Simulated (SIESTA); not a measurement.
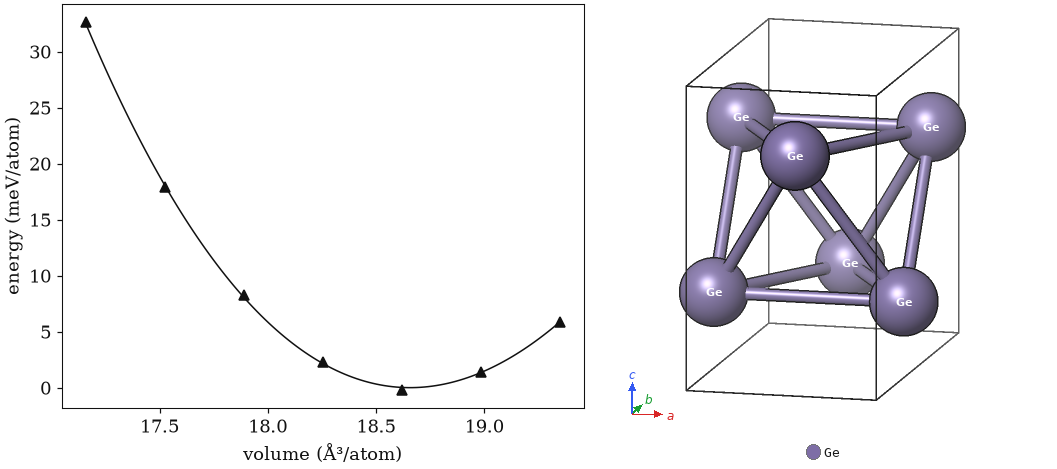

The plot gives the computed energy against volume for Ge, space group Cmcm (No. 63). The conventional cell is drawn beside the plot.

Starting cell:
```cif
data_structure
_symmetry_space_group_name_H-M 'P 1'
_symmetry_Int_Tables_number 1
_cell_length_a 2.9911
_cell_length_b 2.9911
_cell_length_c 4.7276
_cell_angle_alpha 90.000
_cell_angle_beta 90.000
_cell_angle_gamma 120.332
_cell_volume 36.51
loop_
_atom_site_label
_atom_site_type_symbol
_atom_site_fract_x
_atom_site_fract_y
_atom_site_fract_z
_atom_site_occupancy
Ge1 Ge 0.33345 0.66655 0.25000 1
Ge2 Ge 0.66655 0.33345 0.75000 1
```

Method: DFT in numerical atomic orbitals with pseudopotentials, no spin polarisation; energies at scaled volumes of the given cell, shape and fractions fixed, counted from the fit's minimum, third-order Birch-Murnaghan fit (SIESTA 5.4.2). Level: PBEsol.

- k mesh: 10×10×6
- occupations: Fermi–Dirac
- smearing width: 0.05 eV
- potentials: PseudoDojo 0.4 standard, converted to PSML, two zetas on semicore shells
- program settings: basis DZP, mesh cutoff 800 Ry

From this curve and the settings, what does the calculation give for the pressure at the same points?

The pressure falls from 7.69 GPa at volume 17.16 Å³/atom to −2.42 GPa at 19.35 Å³/atom, and changes sign near 18.66 Å³/atom.

```json
{"volume (Å³/atom)": "17.16", "pressure (GPa)": "7.69"}
{"volume (Å³/atom)": "17.52", "pressure (GPa)": "5.24"}
{"volume (Å³/atom)": "17.89", "pressure (GPa)": "3.38"}
{"volume (Å³/atom)": "18.25", "pressure (GPa)": "1.95"}
{"volume (Å³/atom)": "18.62", "pressure (GPa)": "0.16"}
{"volume (Å³/atom)": "18.98", "pressure (GPa)": "-1.42"}
{"volume (Å³/atom)": "19.35", "pressure (GPa)": "-2.42"}
```

Limits of the calculation: mulliken charges of long orbitals; shape and atomic fractions are frozen while scaling, which makes layered, chain and framework solids too stiff.
